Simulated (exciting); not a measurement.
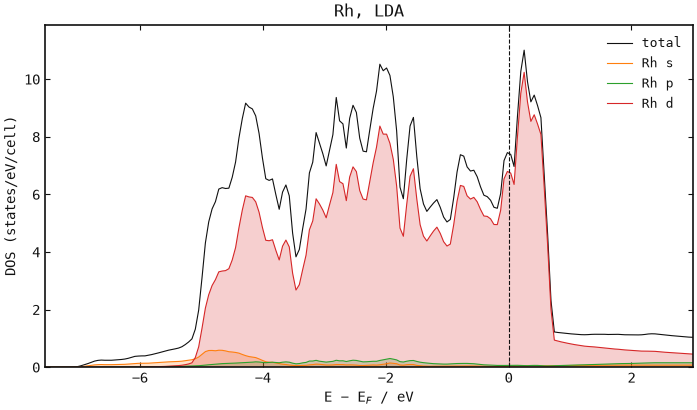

Density of states of Rh, space group P6_3/mmc (No. 194), 4 atoms in the cell, volume scaled by a factor 1.15 (a = 2.820 Å, c = 9.218 Å (hexagonal axes)). Computed with exciting sodium: LDA, all-electron LAPW+lo, shipped species files, valence relativity iora*, no spin polarisation, no spin-orbit coupling, 11×11×3 k mesh in the self-consistent step, Gaussian smearing of 0.14 eV. Energies are counted from the Fermi level. The partial curves are projected inside the muffin-tin spheres; the rest of the total lies in parts that aren't drawn and between the spheres.

It is a metal. The density of states at the Fermi level is about 7.2 per eV and cell (mean within 0.25 eV), or 1.8 per atom. By projected weight, the states within 0.3 eV of the Fermi level are Rh d almost alone (inside the spheres).

The density of states comes from the program's own step for it, whose mesh and broadening can differ from those of the self-consistent step. With so many states at the Fermi level a magnetic or distorted state may lie lower. This isn't the form of Rh at room conditions, which is fcc.
